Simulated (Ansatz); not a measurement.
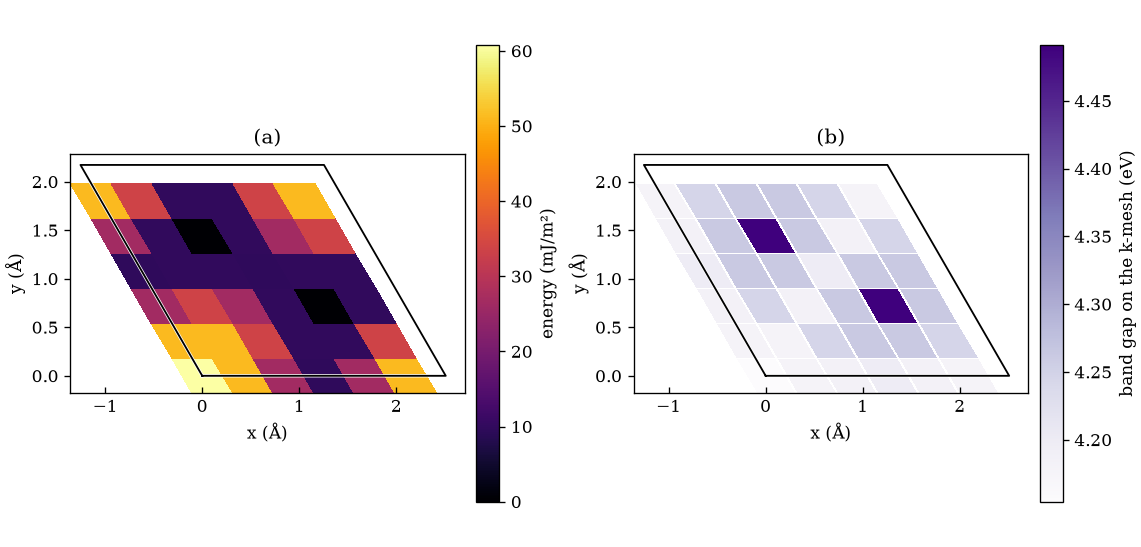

A bilayer of two BN sheets (4 atoms in the cell). The upper layer of a bilayer is slid over the lower one; relaxed at each slide: the heights of all atoms; the origin of the map has B3 above B1. Places are given modulo a cell vector. The map is drawn in real space over the plane of the slide. The scan uses a 6 × 6 grid; 7 points were computed and 29 follow by symmetry. Energies are in mJ/m², from the lowest grid point. Theory: Ansatz 0.2.0, DFT PBE+D3(BJ), scalar-relativistic, plane waves, PAW. Settings: cutoff 420 eV, k-mesh 12×12×1, gaussian smearing 0.05 eV, no spin polarisation.

Panel (a) is the energy; panel (b) is the computed band gap on the k-mesh, in eV.

In the figure: one coloured cell a grid point, the outline of one cell of the plane.

Question: How does the band gap on the k-mesh vary over the map, and what is it at the lowest grid point?

Answer: It runs from 4.15 eV at (0/6, 0/6) of the cell vectors to 4.49 eV at (2/6, 4/6) of the cell vectors. At the lowest grid point, (2/6, 4/6) of the cell vectors, it is 4.49 eV.

```tsv
second ↓, first →	0/6	1/6	2/6	3/6	4/6	5/6
5/6	4.18	4.25	4.26	4.26	4.25	4.18
4/6	4.18	4.26	4.49	4.26	4.18	4.25
3/6	4.20	4.26	4.26	4.20	4.26	4.26
2/6	4.18	4.25	4.18	4.26	4.49	4.26
1/6	4.18	4.18	4.25	4.26	4.26	4.25
0/6	4.15	4.18	4.18	4.20	4.18	4.18
```
